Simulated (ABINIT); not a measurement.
## Geometry relaxation of HgTe (part 3 of 3)

Continued. System: HgTe (F-43m, 2 atoms in the cell). Method: Kohn-Sham DFT of a periodic cell, PBEsol, PseudoDojo NC SR PBEsol v0.4.1 standard, no spin polarisation (ABINIT 10.8.3); cutoff 1088.46 eV, 5×5×5 k-mesh, fermi-dirac of 0.05 eV. The structure derives from an entry of the Crystallography Open Database.

Geometry of the input (Å; fractional positions):
```
0.0000  3.2145  3.2145
3.2145  0.0000  3.2145
3.2145  3.2145  0.0000
Hg 0.0000  0.0000  0.0000
Te 0.7500  0.7500  0.7500
```

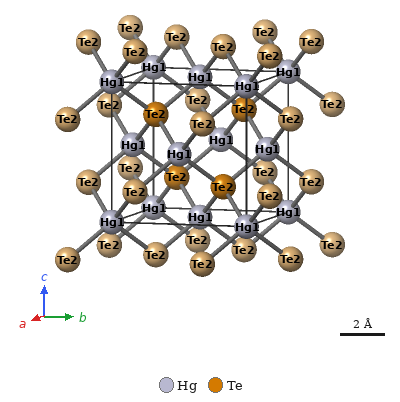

The input geometry (ball-and-stick view of the cell 4 times as large as that of the calculation, set on its symmetry axes, seen slightly off an axis; neighbours outside the cell are drawn fainter; atoms are numbered from 1 in the order of the input).

**Summary**

| quantity | value |
| --- | --- |
| outcome | converged |
| space group (tolerance 0.01 Å) | F-43m (216) |
| electrons treated | 36 |
| free energy | −7380.8429 eV |
| Fermi energy | 4.430 eV |
| gap on the k-point mesh | none (metallic) |
| pressure | 0.00 GPa |
| final volume | 69.32 Å³ |
| largest force (length of the vector) at the end | under 0.001 eV/Å |
| final cell | a = 4.611 Å, b = 4.611 Å, c = 4.611 Å, α = 60.00°, β = 60.00°, γ = 60.00° |
| hardware | 1 thread of Arm Neoverse V2, 24 GiB of memory available, shared host |
| wall time | 4.2 min |
| peak memory | 0.13 GiB |

Spin–orbit coupling is left out, which matters for Hg.
